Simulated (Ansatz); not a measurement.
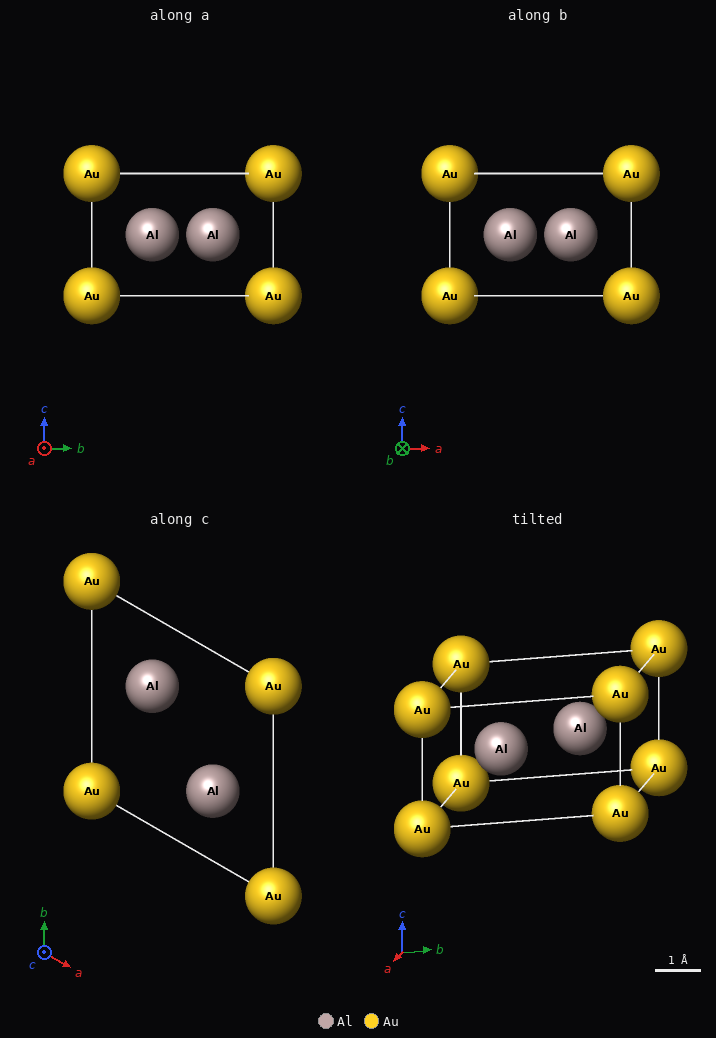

We look at a spheres-only model of the crystal along the a axis, along the b axis, along the c axis and slightly off an axis. Thin lines show the conventional unit cell, with boundary atoms drawn in all their periodic places.

Lattice parameters: a = 4.7472 Å, b = 4.7472 Å, c = 2.7672 Å, α = 90.000°, β = 90.000°, γ = 120.000°.

Give the atomic positions as a CIF in P1 with every atom of the cell.

Answer.
```cif
data_structure
_symmetry_space_group_name_H-M 'P 1'
_symmetry_Int_Tables_number 1
_cell_length_a 4.7472
_cell_length_b 4.7472
_cell_length_c 2.7672
_cell_angle_alpha 90.000
_cell_angle_beta 90.000
_cell_angle_gamma 120.000
_cell_volume 54.01
loop_
_atom_site_label
_atom_site_type_symbol
_atom_site_fract_x
_atom_site_fract_y
_atom_site_fract_z
_atom_site_occupancy
Al1 Al 0.3333 0.6667 0.5000 1
Al2 Al 0.6667 0.3333 0.5000 1
Au1 Au 0.0000 0.0000 0.0000 1
```

It goes back to a structure type filled with these elements by a generator (whether the compound takes this form wasn't checked). A relaxation with DFT PBE, scalar-relativistic, plane waves, PAW (Ansatz) gave the geometry drawn.
